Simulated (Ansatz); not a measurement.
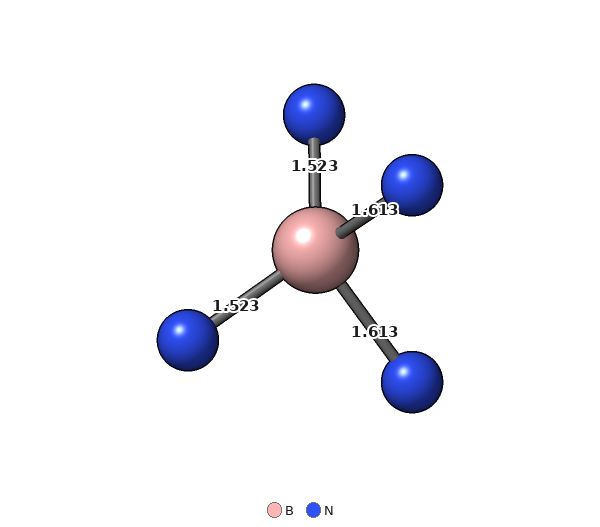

The surroundings of site B1 (at 0.750, 0.750, 0.100) in BN (Fddd, No. 70), with bond lengths in Å.

Source of the atomic positions: coordinates from a relaxation with Ansatz, DFT PBE, scalar-relativistic, plane waves, PAW; the starting structure was generated, so it need not be a known form of this composition.

```
B N
1.0
     5.01527    0.00000    0.00000
     0.00000    6.86705    0.00000
     0.00000    0.00000    7.05200
B N
16 16
Direct
  0.75000 0.75000 0.10006
  0.75000 0.75000 0.39994
  0.00000 0.00000 0.14994
  0.50000 0.00000 0.35006
  0.75000 0.25000 0.60006
  0.75000 0.25000 0.89994
  0.00000 0.50000 0.64994
  0.50000 0.50000 0.85006
  0.25000 0.75000 0.60006
  0.25000 0.75000 0.89994
  0.50000 0.00000 0.64994
  0.00000 0.00000 0.85006
  0.25000 0.25000 0.10006
  0.25000 0.25000 0.39994
  0.50000 0.50000 0.14994
  0.00000 0.50000 0.35006
  0.50000 0.67743 0.00000
  0.50000 0.32257 0.00000
  0.75000 0.57257 0.25000
  0.75000 0.92743 0.25000
  0.50000 0.17743 0.50000
  0.50000 0.82257 0.50000
  0.75000 0.07257 0.75000
  0.75000 0.42743 0.75000
  0.00000 0.67743 0.50000
  0.00000 0.32257 0.50000
  0.25000 0.57257 0.75000
  0.25000 0.92743 0.75000
  0.00000 0.17743 0.00000
  0.00000 0.82257 0.00000
  0.25000 0.07257 0.25000
  0.25000 0.42743 0.25000
```

Bond valence s = exp((R0 − d)/b), R0 fitted to published crystal structures with b = 0.37 Å; R0 in Å: B3+–N 1.483.

> Calculate the bond-valence sum of B1 from the bonds drawn.

2 × 0.898 + 2 × 0.704 = 3.20 v.u., against a formal valence of 3: overbonded (bonds short for this ion) by 0.20.

> And over the whole structure?

```
site              x, y, z  formal valence  bond-valence sum  difference
  B1  0.750, 0.750, 0.100              +3              3.29        0.29
  N1  0.500, 0.677, 0.000              −3              3.29        0.29
```

These sums include all anions within 5 Å. The global instability index (root mean square of the differences over all atoms) is 0.29 v.u.: above 0.2, which by the usual rule of thumb marks a strained structure. Cells relaxed with PBE tend to have slightly long bonds, which lowers the sums.
